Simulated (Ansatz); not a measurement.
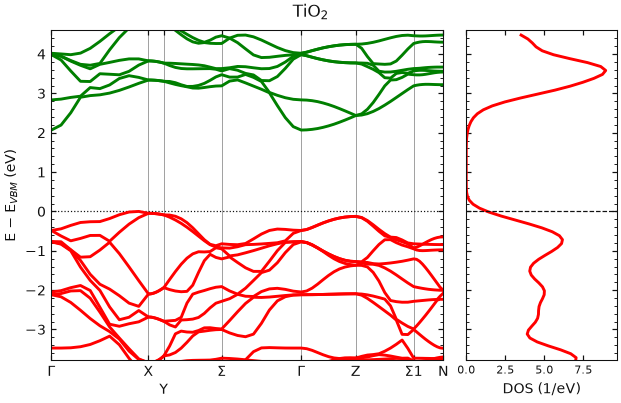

Band structure and density of states. Energies are counted from the top of the valence band. The path runs straight from each named point to the next. The DOS curve is built from the levels of the k mesh with Gaussians 0.55 eV wide, which also blur the band edges; ripples of that width can come from the mesh.

This input was run:

```yaml
crystal:
  lattice:
    - [-1.8921, 1.8921, 4.7573]
    - [1.8921, -1.8921, 4.7573]
    - [1.8921, 1.8921, -4.7573]
  atoms:
    - { symbol: Ti, position: [0.75, 0.25, 0.5] }
    - { symbol: Ti, position: [0.0, 0.0, 0.0] }
    - { symbol: O, position: [0.7919, 0.7919, 0.0] }
    - { symbol: O, position: [0.5419, 0.0419, 0.5] }
    - { symbol: O, position: [0.9581, 0.4581, 0.5] }
    - { symbol: O, position: [0.2081, 0.2081, 0.0] }
kpoints:
  mp_grid: { grid: [10, 10, 10] }
  band_path:
    path:
      - [0.0, 0.0, 0.0]
      - [0.0, 0.0, 0.5]
      - [-0.0790928267, 0.0790928267, 0.5]
      - [-0.2895464134, 0.2895464134, 0.2895464134]
      - [0.0, 0.0, 0.0]
      - [0.5, 0.5, -0.5]
      - [0.2895464134, 0.7104535866, -0.2895464134]
      - [0.0, 0.5, 0.0]
    npoints: 10
scf:
  occupations: { method: fermi_dirac, width: 0.05 }
hamiltonian:
  xc: pbesol
  pseudopotentials: { kind: all_electron, lapw: { basis_error: 0.002 } }
output:
  forces: true
  stress: true
  eigenvalues: true
```

System: anatase TiO$_{2}$, space group I4_1/amd, 6 atoms in the primitive cell.

Computed with Ansatz: PBEsol, all-electron LAPW, no spin polarisation, no spin-orbit coupling, 10×10×10 k mesh, Fermi-Dirac smearing of 0.05 eV.

Read off the fundamental gap and say whether it is direct.

Answer. The material is gapped. The gap along this path is 2.07 eV and indirect, from the valence-band top between Γ and X to the conduction-band bottom at Γ; the smallest direct gap is 2.42 eV, between Γ and Z. At X the top valence band lies only 0.05 eV lower.

What are the direct gaps at Σ, N and Y?

Answer. The direct gaps are 4.01 eV at Σ, 3.87 eV at N and 3.40 eV at Y.

LDA, GGA and most meta-GGA functionals understate gaps. In reduced coordinates of the cell that was run, X is (−0.5, 0.5, 0), Y is (−0.5, 0.5, −0.079), Σ is (−0.29, 0.29, −0.29), Z is (0.5, 0.5, −0.5), Σ1 is (0.29, 0.71, −0.71) and N is (0, 0.5, −0.5).
